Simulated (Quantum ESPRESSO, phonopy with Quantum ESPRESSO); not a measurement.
# Grüneisen parameters and expansion of KI (Fm-3m), part 7 of 8

Wanted: mode Grüneisen parameters of KI and a free-energy fit over volumes.

What experiment has found for this phase:
- volume expansion coefficient 113.7 1e-6/K near room temperature (given in “Descriptors for thermal expansion in solids”, 2017, arXiv:1701.03966)

Quantum ESPRESSO 7.5; DFT LDA, scalar-relativistic, plane waves, GBRV ultrasoft pseudopotentials.

So far. Step 17 (Ground state at this cell, V/V0 1.03): The run ends at a pressure of -0.75 GPa. Step 18 (Zone-centre response): The Born charges sum to zero within 0.015 e; the rest is removed before use. Acoustic frequencies in this log differ from zero by the error of the sum rule, which ph.x does not impose.

**19. Forces on a displaced cell**

One atom (for the harmonic constants) or a pair of atoms (for the cubic ones) is moved by a few hundredths of an ångström; the forces on all atoms give a column of force constants. The threshold is tight because the forces are small.

System of this step: KI. Symmetry: Imm2, No. 44, orthorhombic system. The conventional cell has a = 9.689 Å, b = 13.702 Å, c = 9.689 Å, α = 90.00°, β = 90.00°, γ = 90.00°. Nearest to K lie 6 I at 3.41 to 3.44 Å. Nearest to K lie 6 I at 3.43 Å. K has 6 I at 3.43 Å nearest. Nearest to I lie 6 K at 3.43 Å. Farther neighbours and most contacts between anions are not listed.

Input file disp-00001.in:

```
&control
   calculation = 'scf'
   prefix = 'x'
   outdir = './tmp'
   pseudo_dir = './pseudo'
   tprnfor = .true.
   disk_io = 'none'
/
&system
   ibrav = 0
   nat = 16
   ntyp = 2
   ecutwfc = 40.0
   ecutrho = 240.0
   occupations = 'fixed'
   nbnd = 66
/
&electrons
   conv_thr = 1.0d-11
   mixing_beta = 0.7
   electron_maxstep = 100
/
ATOMIC_SPECIES
 K      39.0983  K.upf
 I     126.9045  I.upf
CELL_PARAMETERS angstrom
     0.000000000    6.850907657    6.850907657
     6.850907657    0.000000000    6.850907657
     6.850907657    6.850907657    0.000000000
ATOMIC_POSITIONS crystal
 K      0.002064272   0.000000000   0.000000000
 K      0.500000000   0.000000000   0.000000000
 K      0.000000000   0.500000000   0.000000000
 K      0.500000000   0.500000000   0.000000000
 K      0.000000000   0.000000000   0.500000000
 K      0.500000000   0.000000000   0.500000000
 K      0.000000000   0.500000000   0.500000000
 K      0.500000000   0.500000000   0.500000000
 I      0.250000000   0.250000000   0.250000000
 I      0.750000000   0.250000000   0.250000000
 I      0.250000000   0.750000000   0.250000000
 I      0.750000000   0.750000000   0.250000000
 I      0.250000000   0.250000000   0.750000000
 I      0.750000000   0.250000000   0.750000000
 I      0.250000000   0.750000000   0.750000000
 I      0.750000000   0.750000000   0.750000000
K_POINTS automatic
 2 2 2 0 0 0
```

Started as:

```sh
$ OMP_NUM_THREADS=1 mpirun -n 4 pw.x -nk 4 -in disp-00001.in > disp-00001.out
```

The log of the run:

```text
[banner, memory and clock lines left out]
Program PWSCF v.7.5

     Message from routine setup:
     using ibrav=0 with symmetry is DISCOURAGED, use correct ibrav instead

     G-vector sticks info

     bravais-lattice index     =            0
     lattice parameter (alat)  =      18.3089  a.u.
     unit-cell volume          =    4339.8122 (a.u.)^3
     number of atoms/cell      =           16
     number of atomic types    =            2
     number of electrons       =       128.00
[...]
atom    1 type  1   force =    -0.00000000   -0.00093486   -0.00093486
     atom    2 type  1   force =    -0.00000000    0.00014527    0.00014527
     atom    3 type  1   force =     0.00011432   -0.00000794    0.00003068
[...]
atom   15 type  2   force =     0.00000181    0.00001532    0.00001532
     atom   16 type  2   force =     0.00000022   -0.00000726   -0.00000726

     Total force =     0.001539     Total SCF correction =     0.000001
     Message from routine punch:
     Nothing written, as per user request (disk_io='none')
[key lines of the parts left out:]
!    total energy              =    -974.99445140 Ry
convergence has been achieved in  16 iterations
```

The job ended after 8.4 min (4 MPI ranks of Arm Neoverse N1, shared host; 33 min of CPU time).

**20. Phonons, V/V0 1.03**

This step: DFT LDA, scalar-relativistic, plane waves, GBRV ultrasoft pseudopotentials (phonopy with Quantum ESPRESSO 4.10.0 / 7.5).

It took 8.4 min on 8 threads; 62 min of CPU time.

No mode is imaginary beyond numerical noise along the path. The highest zone-centre mode (no LO–TO term) moved by -6.5 % for a volume change of +3.0 %.

The time given is that of the 2 pw.x runs on displaced cells behind this step.

**21. Ground state at this cell, V/V0 0.97**

A tight ground state at this cell gives the energy of this member; its pressure is the stress at this cutoff, which can carry an offset from the finite basis.

This step: DFT LDA, scalar-relativistic, plane waves, GBRV ultrasoft pseudopotentials (Quantum ESPRESSO 7.5).

System of this step: KI. Symmetry: Fm-3m, No. 225, cubic system. The conventional cell has a = 6.715 Å, b = 6.715 Å, c = 6.715 Å, α = 90.00°, β = 90.00°, γ = 90.00°. K has 6 I at 3.36 Å nearest. Nearest to I lie 6 K at 3.36 Å. Farther neighbours and most contacts between anions are not listed.

Input file scf.in:

```
&control
   calculation = 'scf'
   prefix = 'x'
   outdir = './tmp'
   pseudo_dir = './pseudo'
   tprnfor = .true.
   tstress = .true.
/
&system
   ibrav = 0
   nat = 2
   ntyp = 2
   ecutwfc = 40.0
   ecutrho = 240.0
   occupations = 'fixed'
   nbnd = 10
/
&electrons
   conv_thr = 1.0d-12
   mixing_beta = 0.7
   electron_maxstep = 100
/
ATOMIC_SPECIES
 K      39.0983  K.upf
 I     126.9045  I.upf
CELL_PARAMETERS angstrom
     0.000000000    3.357605142    3.357605142
     3.357605142    0.000000000    3.357605142
     3.357605142    3.357605142    0.000000000
ATOMIC_POSITIONS crystal
 K      0.000000000   0.000000000   0.000000000
 I      0.500000000   0.500000000   0.500000000
K_POINTS automatic
 8 8 8 0 0 0
```

Started as:

```sh
$ OMP_NUM_THREADS=1 mpirun -n 8 pw.x -nk 8 -in scf.in > scf.out
```

The log of the run:

```text
[banner, memory and clock lines left out]
Program PWSCF v.7.5

     Message from routine setup:
     using ibrav=0 with symmetry is DISCOURAGED, use correct ibrav instead

     G-vector sticks info

     bravais-lattice index     =            0
     lattice parameter (alat)  =       8.9731  a.u.
     unit-cell volume          =     510.8760 (a.u.)^3
     number of atoms/cell      =            2
     number of atomic types    =            2
     number of electrons       =        16.00
[...]
atom    2 type  2   force =    -0.00000000    0.00000000   -0.00000000

     Total force =     0.000000     Total SCF correction =     0.000000

     Computing stress (Cartesian axis) and pressure

          total   stress  (Ry/bohr**3)                   (kbar)     P=        2.59
   0.00001762   0.00000000   0.00000000            2.59        0.00        0.00
   0.00000000   0.00001762  -0.00000000            0.00        2.59       -0.00
   0.00000000  -0.00000000   0.00001762            0.00       -0.00        2.59

     XML data file, charge density, pseudopotentials, collected wavefunctions
[key lines of the parts left out:]
!    total energy              =    -121.87387437 Ry
convergence has been achieved in  20 iterations
```

Elapsed: 13 s, on 8 MPI ranks.

The run ends at a pressure of 0.26 GPa.

**22. Born charges and dielectric tensor**

In a polar crystal the Born charges and ε∞ give the long-range dipole term that a finite supercell misses. They are those of this k-mesh and were not tested on a denser one; where the gap is small they converge slowly, and the LO modes with them.

Input file ph.in:

```
phonons
&inputph
   prefix = 'x'
   outdir = './tmp'
   fildyn = 'x.dyn'
   tr2_ph = 1.0d-18
   epsil = .true.
/
0.000000000 0.000000000 0.000000000
```

scf.in is that of step 21.

Started as:

```sh
$ OMP_NUM_THREADS=1 mpirun -n 8 ph.x -nk 8 -in ph.in > ph.out
```

The log of the run:

```text
[banner, memory and clock lines left out]
Program PHONON v.7.5

     ./tmp/x.save/

     IMPORTANT: XC functional enforced from input :
     Exchange-correlation= PZ
                           (   1   1   0   0   0   0   0)
     Any further DFT definition will be discarded
     Please, verify this is what you really want

     G-vector sticks info

     Check: negative core charge=   -0.000002
     Reading collected, re-writing distributed wavefunctions in ./tmp/

     Number and degeneracy of irreps per q-point
       N         xq(1)         xq(2)         xq(3)   N irreps
[...]
freq (    1) =      -0.221676 [THz] =      -7.394313 [cm-1]
     freq (    2) =      -0.221676 [THz] =      -7.394313 [cm-1]
     freq (    3) =      -0.221676 [THz] =      -7.394313 [cm-1]
     freq (    4) =       3.802634 [THz] =     126.842225 [cm-1]
     freq (    5) =       3.802634 [THz] =     126.842225 [cm-1]
     freq (    6) =       3.802634 [THz] =     126.842225 [cm-1]
 **************************************************************************

     Mode symmetry, O_h (m-3m)  point group:

     freq (   1-   3) =         -7.4  [cm-1]   --> T_1u G_15  G_4- I
     freq (   4-   6) =        126.8  [cm-1]   --> T_1u G_15  G_4- I
```

Elapsed: 2.4 min, on 8 MPI ranks.

The Born charges sum to zero within 0.015 e; the rest is removed before use. Acoustic frequencies in this log differ from zero by the error of the sum rule, which ph.x does not impose.

**23. Forces on a displaced cell**

One atom (for the harmonic constants) or a pair of atoms (for the cubic ones) is moved by a few hundredths of an ångström; the forces on all atoms give a column of force constants. The threshold is tight because the forces are small.

System of this step: KI. Symmetry: Imm2, No. 44, orthorhombic system. The conventional cell has a = 9.497 Å, b = 13.430 Å, c = 9.497 Å, α = 90.00°, β = 90.00°, γ = 90.00°. K has 6 I at 3.34 to 3.37 Å nearest. Nearest to K lie 6 I at 3.36 Å. K has 6 I at 3.36 Å nearest. Nearest to I lie 6 K at 3.36 Å. Farther neighbours and most contacts between anions are not listed.

disp-00001.in: that of step 19 with these lines changed.

```diff
@@ -26,7 +26,7 @@
 CELL_PARAMETERS angstrom
-     0.000000000    6.850907657    6.850907657
-     6.850907657    0.000000000    6.850907657
-     6.850907657    6.850907657    0.000000000
+     0.000000000    6.715210283    6.715210283
+     6.715210283    0.000000000    6.715210283
+     6.715210283    6.715210283    0.000000000
 ATOMIC_POSITIONS crystal
- K      0.002064272   0.000000000   0.000000000
+ K      0.002105986   0.000000000   0.000000000
  K      0.500000000   0.000000000   0.000000000
```

Started as:

```sh
$ OMP_NUM_THREADS=1 mpirun -n 4 pw.x -nk 4 -in disp-00001.in > disp-00001.out
```

The log of the run:

```text
[banner, memory and clock lines left out]
Program PWSCF v.7.5

     Message from routine setup:
     using ibrav=0 with symmetry is DISCOURAGED, use correct ibrav instead

     G-vector sticks info

     bravais-lattice index     =            0
     lattice parameter (alat)  =      17.9462  a.u.
     unit-cell volume          =    4087.0076 (a.u.)^3
     number of atoms/cell      =           16
     number of atomic types    =            2
     number of electrons       =       128.00
[...]
atom    1 type  1   force =    -0.00000000   -0.00117841   -0.00117841
     atom    2 type  1   force =     0.00000000    0.00015541    0.00015541
     atom    3 type  1   force =     0.00011914   -0.00000923    0.00003596
[...]
atom   15 type  2   force =     0.00000257    0.00000515    0.00000515
     atom   16 type  2   force =     0.00000021   -0.00000734   -0.00000734

     Total force =     0.001963     Total SCF correction =     0.000001
     Message from routine punch:
     Nothing written, as per user request (disk_io='none')
[key lines of the parts left out:]
!    total energy              =    -974.98959046 Ry
convergence has been achieved in  16 iterations
```

It took 7.9 min on 4 MPI ranks; 32 min of CPU time.

**24. Lattice dynamics at this volume, V/V0 0.97**

This step: DFT LDA, scalar-relativistic, plane waves, GBRV ultrasoft pseudopotentials (phonopy with Quantum ESPRESSO 4.10.0 / 7.5).

It took 8 min on 8 threads; 59 min of CPU time.

Phonopy, LO-TO term from ph.x's tensors. Phonon branches along the path, in cm⁻¹:

| point | branch 1 | branch 2 | branch 3 | branch 4 | branch 5 | branch 6 |
| --- | --- | --- | --- | --- | --- | --- |
| Γ | 0 | 0 | 0 | 127 | 127 | 155 |
| X | 25 | 25 | 45 | 132 | 132 | 138 |
| U | 41 | 45 | 55 | 124 | 133 | 137 |
| jump to K | 41 | 45 | 55 | 124 | 133 | 137 |
| Γ | 0 | 0 | 0 | 127 | 127 | 155 |
| L | 65 | 65 | 75 | 114 | 114 | 148 |
| W | 37 | 37 | 66 | 120 | 136 | 136 |
| X | 25 | 25 | 45 | 132 | 132 | 138 |

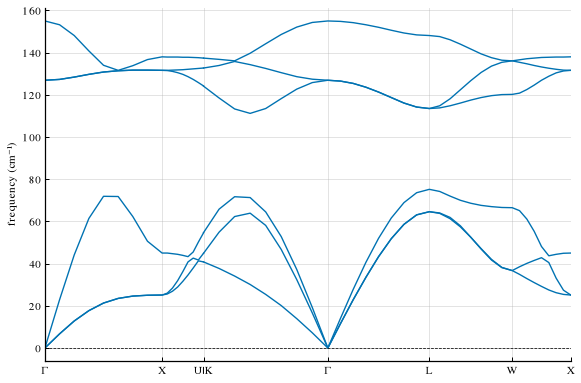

Phonon branches along the path.

No mode is imaginary beyond numerical noise along the path. The highest zone-centre mode (no LO–TO term) moved by +6.8 % for a volume change of -3.0 %.

The time given is that of the 2 pw.x runs on displaced cells behind this step.

**25. Self-consistent run, V/V0 1.05**

A tight ground state at this cell gives the energy of this member; its pressure is the stress at this cutoff, which can carry an offset from the finite basis.

This step: DFT LDA, scalar-relativistic, plane waves, GBRV ultrasoft pseudopotentials (Quantum ESPRESSO 7.5).

System of this step: KI. The structure is cubic, space group Fm-3m (No. 225). Conventional cell: a = 6.895 Å, b = 6.895 Å, c = 6.895 Å, α = 90.00°, β = 90.00°, γ = 90.00°. K has 6 I at 3.45 Å nearest. Nearest to I lie 6 K at 3.45 Å. Farther neighbours and most contacts between anions are not listed.

scf.in: that of step 22 with these lines changed.

```diff
@@ -26,5 +26,5 @@
 CELL_PARAMETERS angstrom
-     0.000000000    3.357605142    3.357605142
-     3.357605142    0.000000000    3.357605142
-     3.357605142    3.357605142    0.000000000
+     0.000000000    3.447483076    3.447483076
+     3.447483076    0.000000000    3.447483076
+     3.447483076    3.447483076    0.000000000
 ATOMIC_POSITIONS crystal
```

Started as:

```sh
$ OMP_NUM_THREADS=1 mpirun -n 8 pw.x -nk 8 -in scf.in > scf.out
```

The log of the run:

```text
[banner, memory and clock lines left out]
Program PWSCF v.7.5

     Message from routine setup:
     using ibrav=0 with symmetry is DISCOURAGED, use correct ibrav instead

     G-vector sticks info

     bravais-lattice index     =            0
     lattice parameter (alat)  =       9.2133  a.u.
     unit-cell volume          =     553.0101 (a.u.)^3
     number of atoms/cell      =            2
     number of atomic types    =            2
     number of electrons       =        16.00
[...]
atom    2 type  2   force =    -0.00000000   -0.00000000    0.00000000

     Total force =     0.000000     Total SCF correction =     0.000000

     Computing stress (Cartesian axis) and pressure

          total   stress  (Ry/bohr**3)                   (kbar)     P=      -10.14
  -0.00006895   0.00000000  -0.00000000          -10.14        0.00       -0.00
   0.00000000  -0.00006895  -0.00000000            0.00      -10.14       -0.00
  -0.00000000  -0.00000000  -0.00006895           -0.00       -0.00      -10.14

     XML data file, charge density, pseudopotentials, collected wavefunctions
[key lines of the parts left out:]
!    total energy              =    -121.87415080 Ry
convergence has been achieved in  18 iterations
```

It took 13 s on 8 MPI ranks.

The run ends at a pressure of -1.01 GPa.

**26. Zone-centre response**

In a polar crystal the Born charges and ε∞ give the long-range dipole term that a finite supercell misses. They are those of this k-mesh and were not tested on a denser one; where the gap is small they converge slowly, and the LO modes with them.

ph.in is that of step 22.

scf.in is that of step 25.

Started as:

```sh
$ OMP_NUM_THREADS=1 mpirun -n 8 ph.x -nk 8 -in ph.in > ph.out
```

The log of the run:

```text
[banner, memory and clock lines left out]
Program PHONON v.7.5

     ./tmp/x.save/

     IMPORTANT: XC functional enforced from input :
     Exchange-correlation= PZ
                           (   1   1   0   0   0   0   0)
     Any further DFT definition will be discarded
     Please, verify this is what you really want

     G-vector sticks info

     Check: negative core charge=   -0.000002
     Reading collected, re-writing distributed wavefunctions in ./tmp/

     Number and degeneracy of irreps per q-point
       N         xq(1)         xq(2)         xq(3)   N irreps
[...]
freq (    1) =      -0.248994 [THz] =      -8.305545 [cm-1]
     freq (    2) =      -0.248994 [THz] =      -8.305545 [cm-1]
     freq (    3) =      -0.248994 [THz] =      -8.305545 [cm-1]
     freq (    4) =       3.172014 [THz] =     105.807001 [cm-1]
     freq (    5) =       3.172014 [THz] =     105.807001 [cm-1]
     freq (    6) =       3.172014 [THz] =     105.807001 [cm-1]
 **************************************************************************

     Mode symmetry, O_h (m-3m)  point group:

     freq (   1-   3) =         -8.3  [cm-1]   --> T_1u G_15  G_4- I
     freq (   4-   6) =        105.8  [cm-1]   --> T_1u G_15  G_4- I
```

Elapsed: 2.5 min, on 8 MPI ranks.

ε∞:

```
3.07 0.00 0.00
0.00 3.07 0.00
0.00 0.00 3.07
```

The Born charges sum to zero within 0.015 e; the rest is removed before use. Acoustic frequencies in this log differ from zero by the error of the sum rule, which ph.x does not impose.

**27. Forces on a displaced cell**

One atom (for the harmonic constants) or a pair of atoms (for the cubic ones) is moved by a few hundredths of an ångström; the forces on all atoms give a column of force constants. The threshold is tight because the forces are small.

System of this step: KI. It takes space group Imm2 (No. 44, orthorhombic). Conventional cell: a = 9.751 Å, b = 13.790 Å, c = 9.751 Å, α = 90.00°, β = 90.00°, γ = 90.00°. Nearest to K lie 6 I at 3.43 to 3.46 Å. Nearest to K lie 6 I at 3.45 Å. K has 6 I at 3.45 Å nearest. Nearest to I lie 6 K at 3.45 Å. Farther neighbours and most contacts between anions are not listed.

disp-00001.in: that of step 23 with these lines changed.

```diff
@@ -26,7 +26,7 @@
 CELL_PARAMETERS angstrom
-     0.000000000    6.715210283    6.715210283
-     6.715210283    0.000000000    6.715210283
-     6.715210283    6.715210283    0.000000000
+     0.000000000    6.894966152    6.894966152
+     6.894966152    0.000000000    6.894966152
+     6.894966152    6.894966152    0.000000000
 ATOMIC_POSITIONS crystal
- K      0.002105986   0.000000000   0.000000000
+ K      0.002051081   0.000000000   0.000000000
  K      0.500000000   0.000000000   0.000000000
```

Started as:

```sh
$ OMP_NUM_THREADS=1 mpirun -n 4 pw.x -nk 4 -in disp-00001.in > disp-00001.out
```

The log of the run:

```text
[banner, memory and clock lines left out]
Program PWSCF v.7.5

     Message from routine setup:
     using ibrav=0 with symmetry is DISCOURAGED, use correct ibrav instead

     G-vector sticks info

     bravais-lattice index     =            0
     lattice parameter (alat)  =      18.4266  a.u.
     unit-cell volume          =    4424.0804 (a.u.)^3
     number of atoms/cell      =           16
     number of atomic types    =            2
     number of electrons       =       128.00
[...]
atom    1 type  1   force =     0.00000000   -0.00086371   -0.00086371
     atom    2 type  1   force =    -0.00000000    0.00014197    0.00014197
     atom    3 type  1   force =     0.00011289   -0.00000782    0.00002947
[...]
atom   15 type  2   force =     0.00000162    0.00001790    0.00001790
     atom   16 type  2   force =     0.00000020   -0.00000735   -0.00000735

     Total force =     0.001417     Total SCF correction =     0.000001
     Message from routine punch:
     Nothing written, as per user request (disk_io='none')
[key lines of the parts left out:]
!    total energy              =    -974.99212498 Ry
convergence has been achieved in  16 iterations
```

The job ended after 7.9 min (4 MPI ranks).

**28. Lattice dynamics at this volume, V/V0 1.05**

This step: DFT LDA, scalar-relativistic, plane waves, GBRV ultrasoft pseudopotentials (phonopy with Quantum ESPRESSO 4.10.0 / 7.5).

Run time: 7.9 min. Hardware: 8 threads.

No mode is imaginary beyond numerical noise along the path. The highest zone-centre mode (no LO–TO term) moved by -10.7 % for a volume change of +5.0 %.

The time given is that of the 2 pw.x runs on displaced cells behind this step.

(Continued in part 8 of 8.)

[Logs are printed without paths, hosts, clocks, repeated set-up lines and the standing remarks that a program may print on its own settings, such as how far it seeks lower states.]

[Hosts, paths, dates, database ids (printed as entryN), source tags and the programs' standing remarks are cut or masked in the printed files.]

[A step with changed settings may run another functional than the one named; its input shows which.]

[Of the runs on displaced cells, only some may be shown.]
